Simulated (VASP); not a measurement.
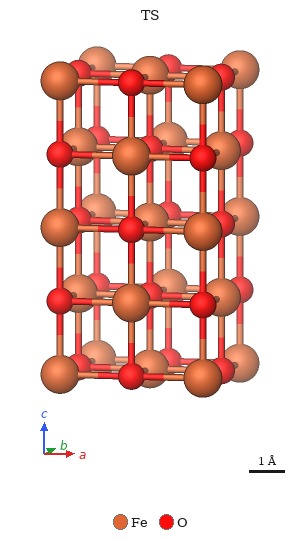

Crystalline FeO (set up in Fm-3m), relaxed (cell and atoms) with several dispersion corrections. The picture shows the result with TS. The picture is a ball-and-stick view of the conventional cell (4 times the calculation's cell), repeated 1 × 1 × 2 with one cell outlined, seen slightly off an axis. Lengths and directions refer to the drawn axes.

Computed with VASP 6.6.1: PBE, VASP PAW PBE potentials, recommended. Settings: plane-wave cutoff 600 eV; k-point mesh 8 × 8 × 8; occupations fermi-dirac; smearing width 0.05 eV; collinear spin.

| dispersion correction | volume (Å³/atom) | a (Å) |
| --- | --- | --- |
| TS | 9.723 | 4.269 |
| D2 | 9.964 | 4.304 |
| none | 9.997 | 4.308 |
| dDsC | 9.716 | 4.268 |
| rVV10 | 9.888 | 4.293 |
| D3 | ? | ? |
| D3(BJ) | 9.824 | 4.283 |
| D4 | 9.840 | 4.286 |
| MBD-FI | 9.672 | 4.261 |
| MBD | 9.658 | 4.259 |
| TS-HI | 9.902 | 4.295 |

One row is withheld. What does the calculation give there?

With D3 the volume falls between D4 (9.840) and rVV10 (9.888). The calculation gives 9.847 Å³/atom (a = 4.287 Å). In order of volume: MBD < MBD-FI < dDsC < TS < D3(BJ) < D4 < D3 < rVV10 < TS-HI < D2 < none; the spread is 3.5 %.
